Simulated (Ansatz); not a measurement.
Run report: ZrO2, geometry relaxation (part 1 of 2)

ZrO2 (P4₂/nmc, 6 atoms in the cell), computed with DFT PBE, scalar-relativistic, plane waves, PAW, no spin polarisation (Ansatz 0.2.0).

The structure derives from an entry of the Crystallography Open Database.

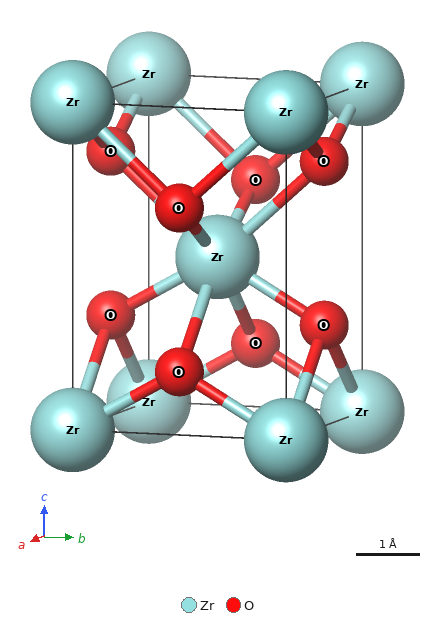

The structure as given in the input (ball-and-stick view of the cell of the calculation, seen slightly off an axis).

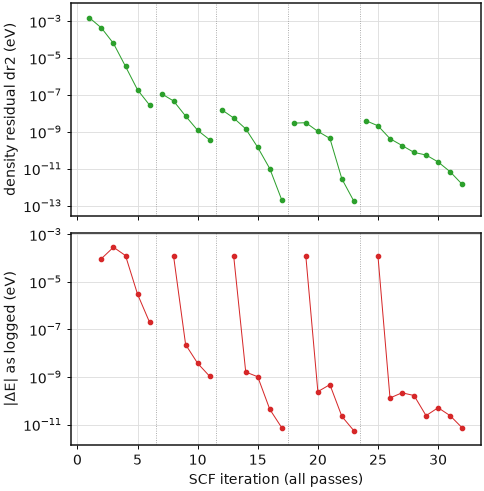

Convergence of the self-consistent field: density residual dr2 and size of the energy change against the SCF iteration. The dotted lines part the SCF passes of the relaxation: geometry steps, rejected trials and re-solves on a re-selected basis. The 5 passes take 5 to 9 iterations each, 32 in all.

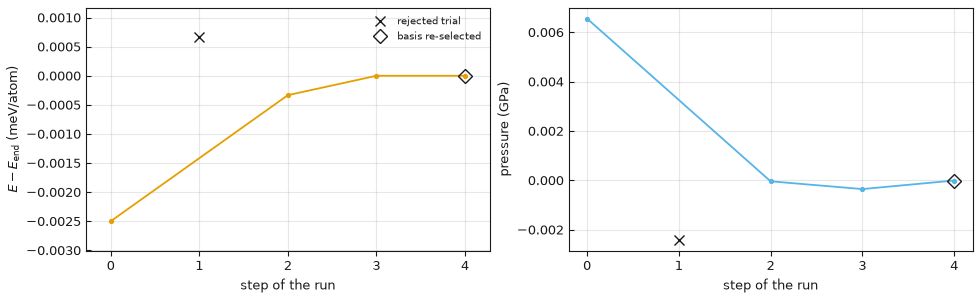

Progress of the relaxation, step by step (the first geometry is step 0 here and step 1 in the log). No atom moves by more than 0.005 Å. The cell doesn't change. The space group stays P4_2/nmc (No. 137). The energy rises by next to nothing (0.0 meV per atom) in 3 geometry steps. Pressure: 0.01 GPa at the start and 0.00 GPa at the end. The line search rejected the trial step at point 1 (counted from 0) and went back. A last SCF at the same geometry on a re-selected plane-wave basis shifts the energy by next to nothing (0.0 meV per atom). (Atoms are counted from 1 in the order of the input.)

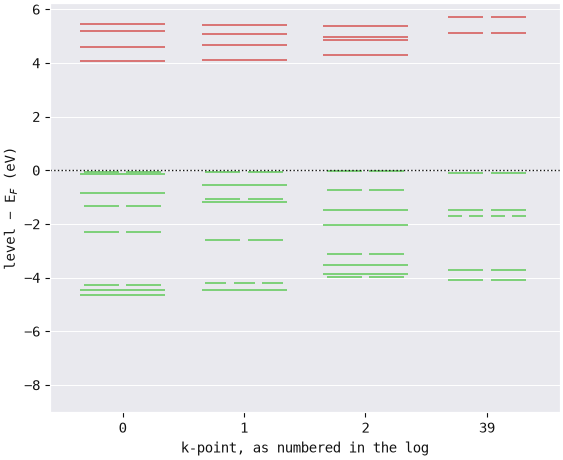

Kohn–Sham levels near the Fermi level (dotted) at the few k-points that the log prints; levels within 0.02 eV of each other stand side by side. Among these points the highest filled and lowest empty levels are 4.08 eV apart; the gap on the full mesh, 4.06 eV, has an edge at a point that isn't printed.

The input that produced these results follows, with the program's output.

Input:
```yaml
crystal:
  lattice:
    - [3.6210708598, 0.0, 0.0]
    - [0.0, 3.6210708598, 0.0]
    - [0.0, 0.0, 5.2824584839]
  atoms:
    - { symbol: Zr, position: [0.0, 0.0, 0.0] }
    - { symbol: Zr, position: [0.5, 0.5, 0.5] }
    - { symbol: O, position: [0.0, 0.5, 0.1927881315] }
    - { symbol: O, position: [0.0, 0.5, 0.6927881315] }
    - { symbol: O, position: [0.5, 0.0, 0.3072118685] }
    - { symbol: O, position: [0.5, 0.0, 0.8072118685] }
basis:
  ecutwfc: 420
kpoints:
  mp_grid: { grid: [6, 6, 6] }
hamiltonian:
  xc: pbe
scf:
  occupations: { method: fixed }
output:
  forces: true
  stress: true
  eigenvalues: true
relax:
  adjacent_minimum: "off"
  f_tol: 0.001
  max_steps: 60
  cell: { stress_tol: 0.01 }
```

Command:
```bash
ansatz run input.yaml --threads 2 --pin off --max-ram 5120MiB --backend cpu --events-out ev --progress --plain --runs-dir out
```

Output:
```
Engine: ansatz 0.2.0, aarch64-unknown-linux-gnu
Pseudopotentials: kind: paw
Pseudopotential: Zr, paw, valence charge 12, recommended cutoff 420 eV (normal), Zr.paw.azcp
Pseudopotential: O, paw, valence charge 6, recommended cutoff 420 eV (normal), O.paw.azcp
Functional definition: PBE
  parameter kappa = 0.804
  parameter beta = 0.06672455060314922
  exchange = pbe_x(kappa = kappa, mu = beta*pi^2/3)
  correlation = pbe_c(beta = beta)
Crystal: 6 atoms, lattice volume = 69.264 Å³
Basis set: ecut = 420 eV, 1345 PW (Γ), exchange–correlation on 50×50×72 points (8 copies of the dense FFT grid, shifted against one another)
Bands: 30, of which v1, the nominal top of the filled ones, is band 24 counted from 1 (23 counted from 0)
Symmetry: 16 space group operations
Space group: P42/nmc (ITA 137), of the structure as read, at distance tolerance 4.1e-5 Å
k-points: 40 of 216
Non-local potential: Zr, projectors of the file, l = 0: 3, l = 1: 2, l = 2: 2, l = 3: 2
Non-local potential: O, projectors of the file, l = 0: 2, l = 1: 2, l = 2: 1
PAW form: soft (Blöchl's): semilocal exchange-correlation on the pseudo side does not see the compensation charge
PAW one-centre angular grid: Zr, 590 points (default); XC on 64 Gauss nodes
PAW one-centre angular grid: O, 110 points (default); XC on 64 Gauss nodes
Initial density: superposition of atomic densities (neutral atoms: chi_scale 0, normalization atom), corrected by the library's trained network
Initial wavefunctions: pseudopotential atomic-orbital guess
Functional: x = pbe(κ = 0.804, μ = 0.2195149727645171), c = pbe(β = 0.06672455060314922)
SCF iter   1: F=—  HF=-10647.846852 eV  |F-HF|=—  |Δ(HF+E_count)|=         —  Δρ=3.10e-3  dr2=1.53e-3  ethr=1.77e-3  ⟨swp⟩=3.6  Hψ=4425  notcnv=0  defer=88
preconditioner: auto → Resta (q_TF=auto, 2.567 Å⁻¹)  ε∞=4.2  [insulator: Δε(μ)=4.060 eV  Ē_g=16.648 eV  n_scr=20 (ndim 8)  ℏωp=29.6 eV  f_vac=0.019  ε∞_Penn≈4.2]
SCF iter   2: F=—  HF=-10647.846756 eV  |F-HF|=—  |Δ(HF+E_count)|=   9.55e-5  Δρ=1.60e-3  dr2=4.28e-4  ethr=3.18e-6  ⟨swp⟩=2.0  Hψ=2560  notcnv=0  defer=160
SCF iter   3: F=—  HF=-10647.847045 eV  |F-HF|=—  |Δ(HF+E_count)|=   2.88e-4  Δρ=3.67e-4  dr2=6.23e-5  ethr=8.92e-7  ⟨swp⟩=2.0  Hψ=1840  notcnv=0  defer=160
SCF iter   4: F=—  HF=-10647.846917 eV  |F-HF|=—  |Δ(HF+E_count)|=   1.28e-4  Δρ=8.87e-5  dr2=3.55e-6  ethr=1.30e-7  ⟨swp⟩=2.0  Hψ=1760  notcnv=0  defer=80
SCF iter   5: F=—  HF=-10647.846920 eV  |F-HF|=—  |Δ(HF+E_count)|=   3.06e-6  Δρ=2.06e-5  dr2=1.91e-7  ethr=7.39e-9  ⟨swp⟩=2.0  Hψ=1636  notcnv=0  defer=80
SCF iter   6: F=-10647.846920 eV  HF=-10647.846920 eV  |F-HF|=3.19e-8  |Δ(HF+E_count)|=   2.01e-7  Δρ=7.67e-6  dr2=2.85e-8  ethr=2.08e-10  ⟨swp⟩=9.6  Hψ=5504  notcnv=0
SCF 1 converged in 6 iterations: F = -10647.846920 eV  dr2 = 2.85e-8
  greatest PAW one-centre occupation: 0.995 electrons in one spin orbital (limit 2), on the Zr atom at site 1 (counted from 0), in its partial waves of l = 0
relax step   1: F+E_penalty+E_count = -10647.84692008 eV  Δ(F+E_penalty+E_count) = +0.000e0 eV  max|allowed force component| = 5.561e-7 eV/Å  Δτ_max = 0.0000 Å  P = +0.007 GPa  Ω = 69.264 Å³  (6 SCF iters, dr2 threshold 1.00e-7 eV, accepted)
Crystal: 6 atoms, lattice volume = 69.268 Å³
Initial density: handed on by an earlier stage of this run
Initial wavefunctions: those handed on with the density
iter 1 solved again at ethr=2.44e-10 eV; its pass at ethr=3.10e-3 eV (dr2=1.17e-7 eV) is discarded
SCF iter   1: F=—  HF=-10647.847021 eV  |F-HF|=—  |Δ(HF+E_count)|=         —  Δρ=1.61e-5  dr2=1.16e-7  ethr=2.44e-10  ⟨swp⟩=3.0  Hψ=5130  notcnv=0
preconditioner: auto → Resta (q_TF=auto, 2.567 Å⁻¹)  ε∞=4.2  [insulator: Δε(μ)=4.057 eV  Ē_g=16.643 eV  n_scr=20 (ndim 8)  ℏωp=29.6 eV  f_vac=0.019  ε∞_Penn≈4.2]
SCF iter   2: F=—  HF=-10647.846901 eV  |F-HF|=—  |Δ(HF+E_count)|=   1.20e-4  Δρ=9.42e-6  dr2=4.72e-8  ethr=2.42e-10  ⟨swp⟩=2.0  Hψ=2000  notcnv=0
SCF iter   3: F=—  HF=-10647.846901 eV  |F-HF|=—  |Δ(HF+E_count)|=   2.30e-8  Δρ=3.25e-6  dr2=7.20e-9  ethr=9.83e-11  ⟨swp⟩=2.4  Hψ=1713  notcnv=0
SCF iter   4: F=—  HF=-10647.846901 eV  |F-HF|=—  |Δ(HF+E_count)|=   3.76e-9  Δρ=1.91e-6  dr2=1.22e-9  ethr=1.50e-11  ⟨swp⟩=2.0  Hψ=1760  notcnv=0
SCF iter   5: F=-10647.846901 eV  HF=-10647.846901 eV  |F-HF|=2.55e-11  |Δ(HF+E_count)|=   1.07e-9  Δρ=7.81e-7  dr2=3.69e-10  ethr=2.03e-12  ⟨swp⟩=7.3  Hψ=5439  notcnv=0
SCF 2 converged in 5 iterations: F = -10647.846901 eV  dr2 = 3.69e-10
relax step   2: F+E_penalty+E_count = -10647.84690089 eV  Δ(F+E_penalty+E_count) = +1.919e-5 eV  max|allowed force component| = 8.129e-4 eV/Å  Δτ_max = 0.0000 Å  P = -0.002 GPa  Ω = 69.268 Å³  energy of the carried Pulay correction = -1.905e-5 eV  (5 SCF iters, dr2 threshold 9.75e-10 eV, rejected (line search))
Crystal: 6 atoms, lattice volume = 69.267 Å³
iter 1 solved again at ethr=2.40e-11 eV; its pass at ethr=3.10e-3 eV (dr2=1.15e-8 eV) is discarded
SCF iter   1: F=—  HF=-10647.847027 eV  |F-HF|=—  |Δ(HF+E_count)|=         —  Δρ=8.76e-6  dr2=1.59e-8  ethr=2.40e-11  ⟨swp⟩=3.0  Hψ=5285  notcnv=0
preconditioner: auto → Resta (q_TF=auto, 2.567 Å⁻¹)  ε∞=4.2  [insulator: Δε(μ)=4.056 eV  Ē_g=16.643 eV  n_scr=20 (ndim 8)  ℏωp=29.6 eV  f_vac=0.019  ε∞_Penn≈4.2]
SCF iter   2: F=—  HF=-10647.846907 eV  |F-HF|=—  |Δ(HF+E_count)|=   1.20e-4  Δρ=4.23e-6  dr2=5.66e-9  ethr=2.40e-11  ⟨swp⟩=3.0  Hψ=2288  notcnv=0
SCF iter   3: F=—  HF=-10647.846907 eV  |F-HF|=—  |Δ(HF+E_count)|=   1.62e-9  Δρ=2.12e-6  dr2=1.46e-9  ethr=1.18e-11  ⟨swp⟩=2.0  Hψ=1566  notcnv=0
SCF iter   4: F=—  HF=-10647.846907 eV  |F-HF|=—  |Δ(HF+E_count)|=   1.02e-9  Δρ=5.39e-7  dr2=1.45e-10  ethr=3.04e-12  ⟨swp⟩=2.0  Hψ=1726  notcnv=0
SCF iter   5: F=—  HF=-10647.846907 eV  |F-HF|=—  |Δ(HF+E_count)|=  4.37e-11  Δρ=1.34e-7  dr2=1.02e-11  ethr=1.00e-12  ⟨swp⟩=1.9  Hψ=1553  notcnv=0
SCF iter   6: F=-10647.846907 eV  HF=-10647.846907 eV  |F-HF|=3.64e-12  |Δ(HF+E_count)|=  7.28e-12  Δρ=1.93e-8  dr2=2.03e-13  ethr=1.00e-12  ⟨swp⟩=7.4  Hψ=6084  notcnv=0
SCF 3 converged in 6 iterations: F = -10647.846907 eV  dr2 = 2.03e-13
relax step   3: F+E_penalty+E_count = -10647.84690684 eV  Δ(F+E_penalty+E_count) = +1.324e-5 eV  max|allowed force component| = 3.421e-4 eV/Å  Δτ_max = 0.0000 Å  P = -0.000 GPa  Ω = 69.267 Å³  energy of the carried Pulay correction = -1.352e-5 eV  (6 SCF iters, accepted)
iter 1 solved again at ethr=6.02e-12 eV; its pass at ethr=3.10e-3 eV (dr2=2.89e-9 eV) is discarded
SCF iter   1: F=—  HF=-10647.847025 eV  |F-HF|=—  |Δ(HF+E_count)|=         —  Δρ=3.66e-6  dr2=2.98e-9  ethr=6.02e-12  ⟨swp⟩=2.9  Hψ=4972  notcnv=0
SCF iter   2: F=—  HF=-10647.846905 eV  |F-HF|=—  |Δ(HF+E_count)|=   1.20e-4  Δρ=2.67e-6  dr2=3.15e-9  ethr=6.02e-12  ⟨swp⟩=3.1  Hψ=2480  notcnv=0
SCF iter   3: F=—  HF=-10647.846905 eV  |F-HF|=—  |Δ(HF+E_count)|=  2.42e-10  Δρ=1.69e-6  dr2=1.07e-9  ethr=6.02e-12  ⟨swp⟩=2.4  Hψ=1559  notcnv=0
SCF iter   4: F=—  HF=-10647.846905 eV  |F-HF|=—  |Δ(HF+E_count)|=  4.77e-10  Δρ=8.83e-7  dr2=4.45e-10  ethr=2.23e-12  ⟨swp⟩=2.1  Hψ=1575  notcnv=0
SCF iter   5: F=—  HF=-10647.846905 eV  |F-HF|=—  |Δ(HF+E_count)|=  2.18e-11  Δρ=8.48e-8  dr2=2.81e-12  ethr=1.00e-12  ⟨swp⟩=2.0  Hψ=1708  notcnv=0
SCF iter   6: F=-10647.846905 eV  HF=-10647.846905 eV  |F-HF|=1.82e-12  |Δ(HF+E_count)|=  5.46e-12  Δρ=1.65e-8  dr2=1.73e-13  ethr=1.00e-12  ⟨swp⟩=6.0  Hψ=5542  notcnv=0
SCF 4 converged in 6 iterations: F = -10647.846905 eV  dr2 = 1.73e-13
relax step   4: F+E_penalty+E_count = -10647.84690467 eV  Δ(F+E_penalty+E_count) = +2.167e-6 eV  max|allowed force component| = 2.866e-4 eV/Å  Δτ_max = 0.0000 Å  P = -0.000 GPa  Ω = 69.268 Å³  energy of the carried Pulay correction = -1.571e-5 eV  (6 SCF iters, accepted)
Initial wavefunctions: pseudopotential atomic-orbital guess (no wavefunctions were taken with the density)
iter 1 solved again at ethr=2.16e-9 eV; its pass at ethr=3.10e-3 eV (dr2=1.04e-6 eV) is discarded
```
